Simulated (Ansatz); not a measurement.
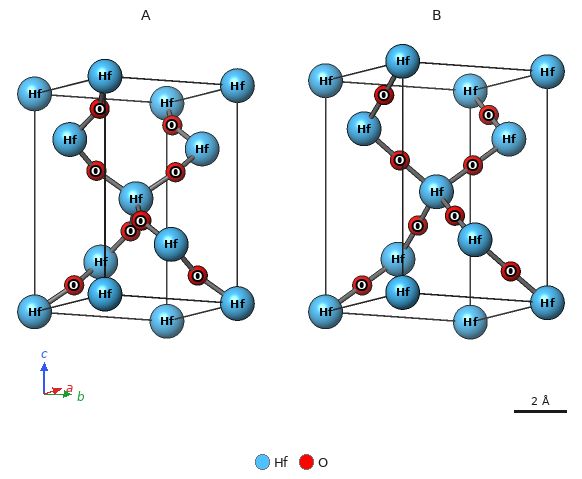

Two geometries of a crystal of HfO₂ (a generated structure, set up in I-42d) (coarse preliminary run), drawn at one scale. One is the start of a relaxation, the other its converged end. A ball-and-stick model of the conventional cell (2 times the calculation's cell), seen from a free direction. Lengths and directions refer to the drawn axes.

All numbers below come from Ansatz 0.2.0, DFT PBE, scalar-relativistic, plane waves, PAW. Set-up: plane-wave cutoff 420 eV; k-point mesh 6 × 6 × 6; occupations gaussian; smearing width 0.1 eV; no spin polarisation; cell and atoms relaxed; force threshold 0.05 eV/Å; at most 60 steps.

Which of the two is the end point?

Answer. Structure B is the relaxed one. Case: Si → Hf on all its sites, cell and atoms relaxed. The largest moves relative to the cell, 0.55 Å, are those of O atoms. Hf stays in place. The drawn cell changes as follows: a = b 5.820 → 6.367 Å (+9.4 %), c 8.536 → 9.054 Å (+6.1 %); the volume changes by +26.9 %. Some distances before and after: Hf–O 1.883 → 1.953 Å. Among the angles between lasting bonds that change: Hf–O–Hf 146.8° → 177.9°. The space group stays I-42d (No. 122). Over 7 accepted moves (11 points after the start) the energy falls by 141 meV per atom. Largest force component: 1.1 eV/Å at the start, 0.007 eV/Å at the end. The pressure goes from 13.41 to −0.04 GPa. The line search rejected the trial steps at points 7, 9 of the run. At 2 points the geometry stayed and the basis and grid were re-selected for the new cell (energy shift of 22.3 meV per atom at most each time).
